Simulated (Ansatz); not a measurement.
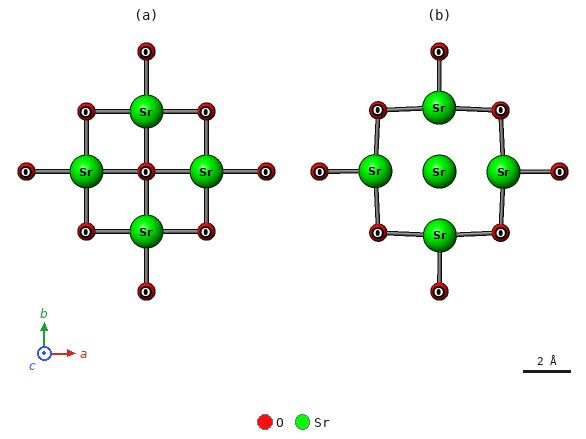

Left: perfect SrO. Right: the same region with one point defect, after relaxing the atoms in a supercell of 64 sites. Style: ball-and-stick. Shown: the atoms within 5.4 Å of one point, in a slice 5.0 Å thick across the line of sight, along the c axis.

All numbers below come from Ansatz 0.2.0, DFT, PBEsol, PAW, plane waves. (plane-wave cutoff 420 eV; k-point mesh 1 × 1 × 1; mesh shifted by (0.25, 0.25, 0.25); collinear spin) Fermi-Dirac smearing of 0.01 eV. A uniform background neutralises the charged cell. The axes drawn are those of the host's conventional cell.

**What kind of defect was made?**

An oxygen atom is replaced by strontium.

The charge state of the cell is −1.

**What does the relaxation do around it?**

In the host the O atom has 6 Sr at 2.56 Å; the Sr atom ends with 6 Sr at 2.73 to 2.74 Å. Of the host's atoms, a strontium atom moves furthest from its site, by 0.18 Å. The cell's net moment is 1.00 μB.

Limits of the set-up: the cell is charged, on a uniform background, and energies carry no finite-size correction.
